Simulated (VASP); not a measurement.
ZrO2

Input

```
SYSTEM = ZrO2
  ALGO = Fast
  EDIFF = 1E-7
  ENCUT = 520
  GGA = PE
  ISIF = 2
  ISMEAR = 0
  LASPH = .TRUE.
  LCHARG = .TRUE.
  LELF = .TRUE.
  LREAL = .FALSE.
  LVHAR = .TRUE.
  LWAVE = .FALSE.
  NBANDS = 33
  NELM = 100
  PREC = Accurate
  SIGMA = 0.02
```

Launched as:

```sh
cat potpaw_PBE.64/Zr_sv/POTCAR potpaw_PBE.64/O/POTCAR > POTCAR
mpirun -np 1 vasp_std > vasp.out
```

Below, planes, directions and counts refer to the conventional cell (a = 3.62 Å, b = 3.62 Å, c = 5.28 Å, α = 90.00°, β = 91.72°, γ = 90.00°).

Space group P2₁/m; a structure from a database of computed crystals, not necessarily the ambient phase.

Method: Kohn-Sham DFT of a periodic cell, PBE, VASP PAW PBE potentials, recommended in VASP 6.6.1.

In a PAW calculation such maps are meaningful between the atoms, not at the nuclei.

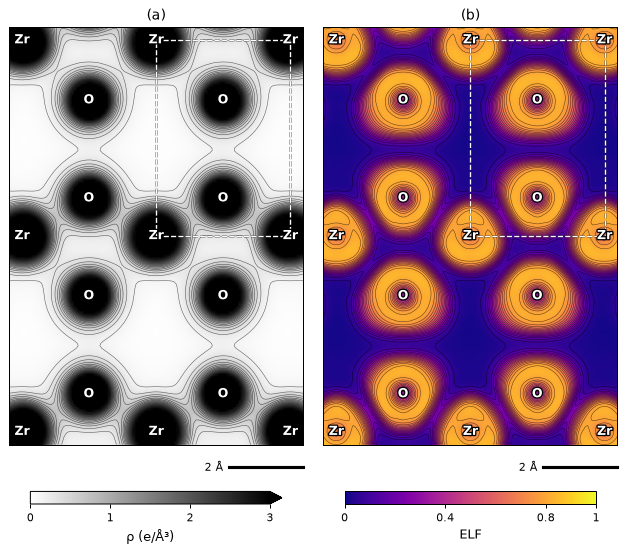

Figure 1. (a) valence electron density; (b) ELF on the (100) plane of the conventional cell.

Question: Describe what can be read from this map.

Answer: The plane passes through Zr and O nuclei. Zr–O (2.08 Å): ρ is about 0.72 e/Å³ halfway; the ELF peaks at about 0.85 in the valence shell of O, 0.6 Å from its nucleus, and drops to about 0.25 between the two atoms; no localised pair shows between them. Between the atoms the lowest density in this plane is 0.02 e/Å³. The features right at Zr lie inside the PAW spheres, where the map follows smoothed inner orbitals and isn't to be read closely.

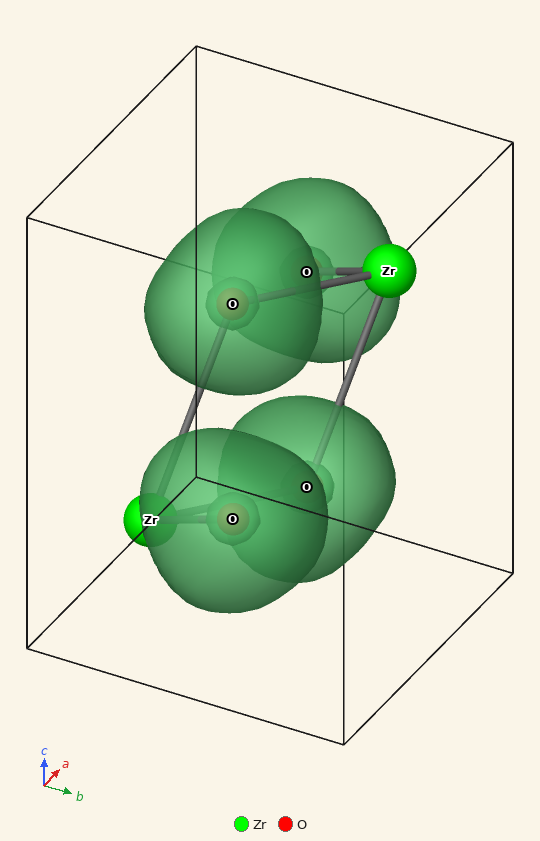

Figure 2. Isosurface of the electron localisation function at 0.6 (green), seen at an oblique angle. Core shells and regions of very low density are left out. Sticks mark near contacts.

Question: Describe the localisation domains.

Answer: The surface consists of four regions wrapped around O (the valence shell of each), counted in one cell of 6 atoms. Regions shared between cells count once. Along the contacts the grid gives the following. Zr–O (2.07 Å): the ELF peaks at about 0.85 in the valence shell of O, 0.6 Å from its nucleus, and drops to about 0.25 between the two atoms (no shared electron pair shows on this line). Zr–O (2.36 Å): the ELF is about 0.15 at the midpoint: no shared electron pair shows on this line.

Question: Does the calculation make it a metal, or give it a gap?

Answer: It is gapped, with a Kohn–Sham gap of 4.1 eV on the k-point mesh (the band edges may lie off the mesh, which would make the gap smaller).
